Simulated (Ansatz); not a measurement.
## TiS₂ (space group P-3m1, No. 164): the states at the Fermi level

Input file:

```yaml
crystal:
  lattice:
    - [3.412, 0.0, 0.0]
    - [-1.706, 2.95487868, 0.0]
    - [0.0, 0.0, 5.695]
  atoms:
    - { symbol: Ti, position: [0.0, 0.0, 0.0] }
    - { symbol: S, position: [0.33333333, 0.66666667, 0.25] }
    - { symbol: S, position: [0.66666667, 0.33333333, 0.75] }
basis:
  ecutwfc: 420
kpoints:
  mp_grid: { grid: [18, 18, 8] }
hamiltonian:
  xc: pbe
scf:
  occupations: { method: gaussian, width: 0.05 }
output:
  forces: true
  eigenvalues: true
  eigenstates:
    nscf_kmesh: { grid: [24, 24, 12] }
    top_band: c6
    de_dk: true
    localisation: true
  stress: true
checkpoint:
  write: ck
  compress: false
  write_wavefunctions: false
  write_every: 100000
```

Launched as:

```sh
ansatz run input.yaml --threads 1 --pin off --max-ram 3072MiB --backend cpu --events-out ev --progress --plain --runs-dir out
```

Computed with DFT PBE, scalar-relativistic, plane waves, PAW; levels and slopes on a dense k mesh at the converged density (Ansatz). No spin polarisation. k mesh for the levels: 24×24×12. Unrelaxed database geometry.

## 1. The sheets

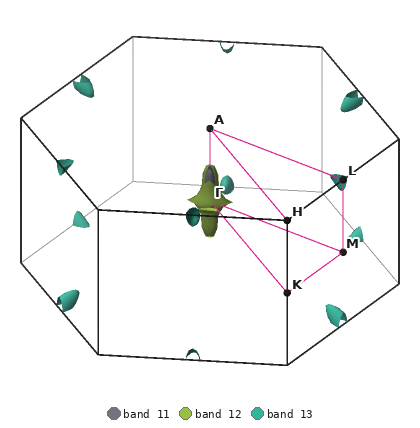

Fermi surface of this crystal. Each colour is one band. The brighter face of a sheet looks towards empty states.

> Describe the Fermi surface sheet by sheet.

Three bands cross the Fermi level; this is a semimetal: only small electron and hole pockets. Band 10 ends within 4 meV of the level without crossing it.

Band 11: one hole pocket centred at Γ, no more than about three mesh steps wide (0.06 % of the zone).
Band 12: one hole pocket centred at Γ, no more than about three mesh steps wide (0.12 % of the zone).
Band 13: three electron pockets centred at L, no more than about three mesh steps wide (each 0.06 % of the zone), only 30 meV deep.
A pocket cut by a face of the zone is counted once with the part on the opposite face.
The shape of the surface of all these bands changes its kind within 0.04 eV of this level, so small parts may appear, vanish, join or separate.

## 2. Speeds

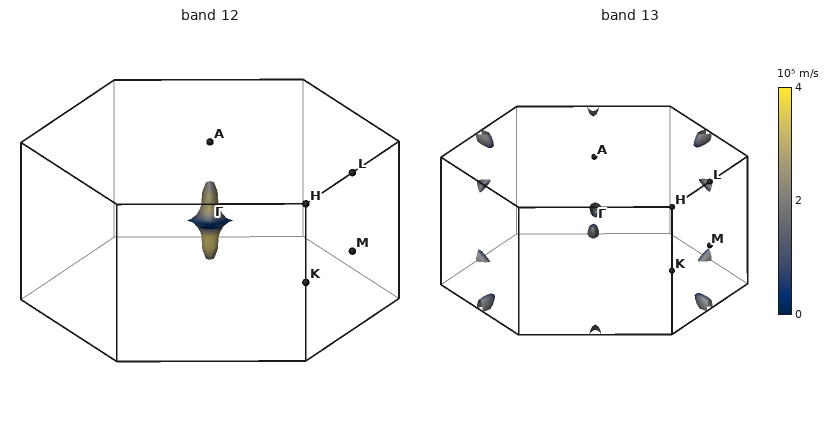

Fermi surface of this crystal (the two sheets of greatest area among three bands), coloured by the Fermi speed.

> How fast are the electrons on each sheet?

Band 12: 0.090 to 3.2 × 10⁵ m/s over most of the sheet, 1.2 × 10⁵ m/s on average over states. Band 13: 0.77 to 2.2 × 10⁵ m/s over most of the sheet, 1.7 × 10⁵ m/s on average over states.

## 3. Weight on the atoms

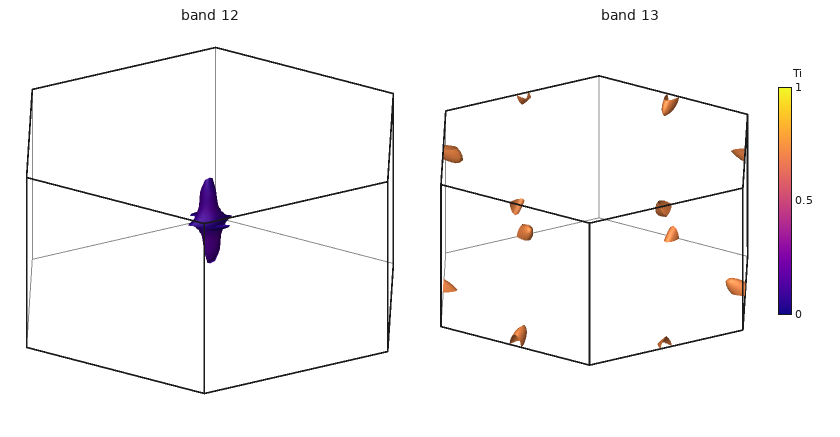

Fermi surface of this crystal (the two sheets of greatest area among three bands), coloured by the weight of the states on Ti (Voronoi cells).

> On which elements do the states at the Fermi level lie?

Band 12: S (92 %) and Ti (8 %). Band 13: Ti (72 %) and S (28 %).

## 4. Cuts and bands

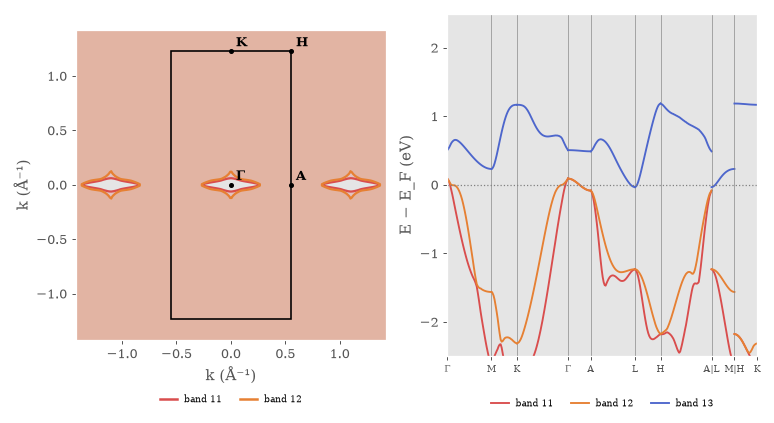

This crystal: cut through the Fermi surface in the plane through Γ, A and K, filled states shaded, and the bands that cross the Fermi level.

> Give each band's level at the labelled points, in eV from the Fermi level.

| band | Γ | A | K | H | M | L |
| --- | --- | --- | --- | --- | --- | --- |
| band 11 | +0.09 | −0.08 | below | −2.18 | below | −1.23 |
| band 12 | +0.09 | −0.08 | −2.31 | −2.18 | −1.56 | −1.23 |
| band 13 | +0.51 | +0.49 | +1.17 | +1.19 | +0.23 | −0.03 |

Negative values are filled states; "above" and "below" lie outside the plotted window.

Semilocal functionals overstate band overlaps, so a small overlap like this can be a small gap in truth. A magnetic state wasn't tried and may lie lower. A band edge lies within 0.03 eV of the Fermi level, so pockets and density of states there aren't settled. Necks and pockets thinner than about two mesh steps aren't resolved, so separate pockets may in truth be joined.

Cost: 41 s on 1 thread of Arm Neoverse V1 (shared host), peak memory 0.58 GiB.
